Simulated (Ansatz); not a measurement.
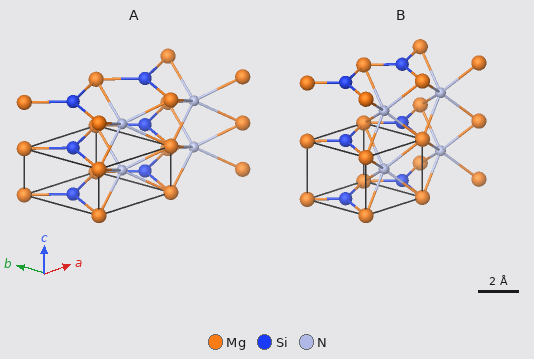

Two geometries of crystalline MgSiN (a generated structure, set up in P-6m2) (coarse preliminary run), drawn at one scale. One is the start of a relaxation, the other its converged end. The picture is a ball-and-stick view of the cell of the calculation, repeated 2 × 1 × 2 with one cell outlined, seen from a free direction.

Computed with Ansatz 0.2.0, DFT PBE, scalar-relativistic, plane waves, PAW. (plane-wave cutoff 420 eV; k-point mesh 6 × 6 × 6; occupations gaussian; smearing width 0.1 eV; no spin polarisation; cell and atoms relaxed; force threshold 0.04 eV/Å; at most 70 steps)

> Which geometry has the lower energy?

Structure A is the relaxed one. The atoms keep their places relative to the cell (all moves are under 0.005 Å). The volume changes by +28.8 %, with a = b 3.388 → 4.311 Å (+27.3 %), c 3.460 → 2.752 Å (−20.4 %). Among the contacts that change: Si–Si 3.460 → 2.752 Å, Mg–Mg 3.460 → 2.752 Å, Mg–Si 1.956 → 2.489 Å, Mg–N 2.611 → 2.844 Å. The space group stays P-6m2 (No. 187). After 10 accepted moves (12 points after the start) the energy has fallen by 1672 meV per atom. All forces vanish by symmetry, so only the cell relaxes. Pressure: 67.58 GPa at the start and −0.27 GPa at the end. The SCF was repeated twice at an unchanged geometry on a basis and grid sized afresh for the cell, which shifted the energy by 71.2 meV per atom at most. The run took 15 s on 1 thread of Intel(R) Xeon(R) 6975P-C (Granite Rapids), on a shared host, peak memory 0.34 GiB.
